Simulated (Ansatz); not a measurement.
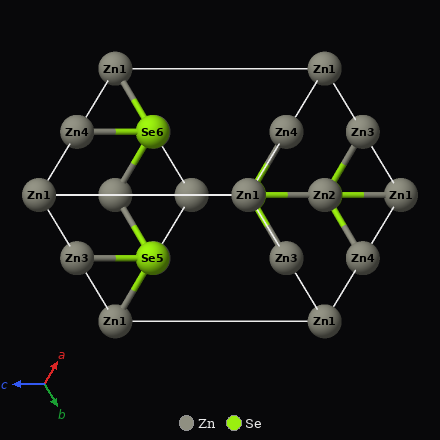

The system is ZnSe (P4/nmm phase) with one H guest (9 atoms in the cell, cell charge +1); the picture shows it without the atoms that are moved over the map. A guest moved over a lattice plane through the rigid host; the plane is (1 0 1) of the conventional cell, half-way across the widest gap between atomic layers, origin above Zn3. Places are given modulo a cell vector. The map is drawn in real space over the plane of the scan. Nothing is relaxed (host rigid, guest held in the plane). Grid: 6 × 6 points; 22 points were computed and 12 follow by symmetry. At 2 points there is no value (left out of the scan, as a rule where atoms come close). Energies: eV per cell, counted from the lowest grid point. The band gap closes in part of the range. The cell is charged on a uniform background, without a charge correction. Level of theory: DFT LDA, scalar-relativistic, plane waves, PAW (Ansatz). Settings: cutoff 420 eV, k-mesh 6×6×6, gaussian smearing 0.05 eV, no spin polarisation.

Range: place of H9 along a1 from 0.000 to 0.833; place of H9 along a2 from 0.000 to 0.833.

**What landscape does the calculation give?**

The lowest grid point is at (2/6, 1/6) of the cell vectors [nearest 1 Se at 1.64 Å]; the map holds 2 wells of about this depth. The bottom of the well lies between grid points, at about (0.26, 0.04) of the cell vectors, about 0.17 eV lower on the interpolated surface. Relaxing all atoms from the lowest point lowers the energy by a further 0.27 eV. The highest grid point, (0/6, 1/6) of the cell vectors [nearest 1 Zn at 1.03 Å], lies 4.92 eV above the lowest. On the interpolated surface the easiest way out of the lowest well to a well of about the same depth near (2/6, 5/6) of the cell vectors [nearest 1 Se at 1.64 Å] passes a barrier of about 0.088 eV, counted from the interpolated bottom of the well.

| place of H9 along a2 ↓, place of H9 along a1 → | 0/6 | 1/6 | 2/6 | 3/6 | 4/6 | 5/6 |
| --- | --- | --- | --- | --- | --- | --- |
| 5/6 | 4.92 | 0.82 | 0.00 | 0.15 | 1.19 | 1.24 |
| 4/6 | 1.16 | 1.16 | 0.05 | 0.05 | 1.00 | 4.83 |
| 3/6 | 1.32 | 1.43 | 0.10 | 0.09 | 1.54 | – |
| 2/6 | 1.16 | 1.16 | 0.05 | 0.05 | 1.00 | 4.83 |
| 1/6 | 4.92 | 0.82 | 0.00 | 0.15 | 1.19 | 1.24 |
| 0/6 | – | 1.07 | 0.07 | 0.20 | 1.48 | 1.54 |

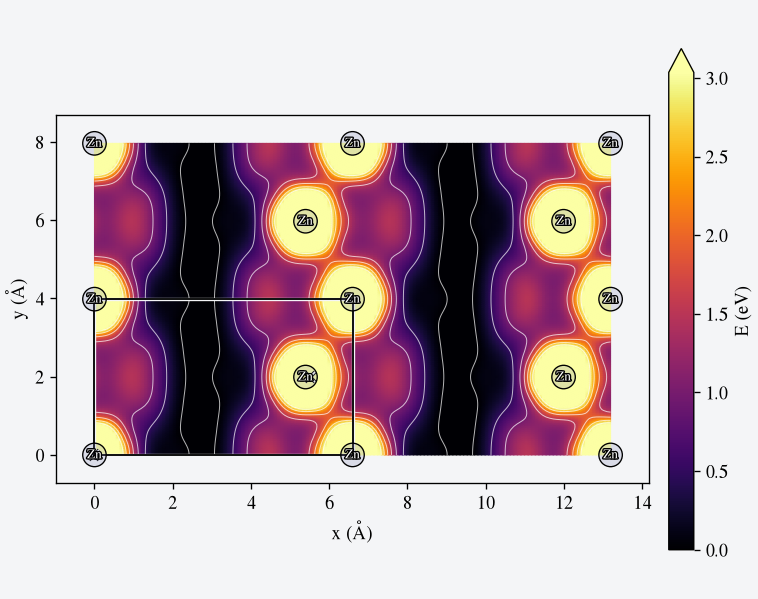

In the figure: a smooth colour map with a few white contour lines, crosses at grid points without a value, labelled circles for the fixed atoms within 1 Å of the plane, the outline of one cell of the 2 × 2 shown, one colour for all values above the top of the scale. Between grid points the surface is interpolated.

Time for the 22 points that were run: 27 min on 4 threads of Arm Neoverse N1, with other jobs on the host.

PAW datasets: the set soft_1.
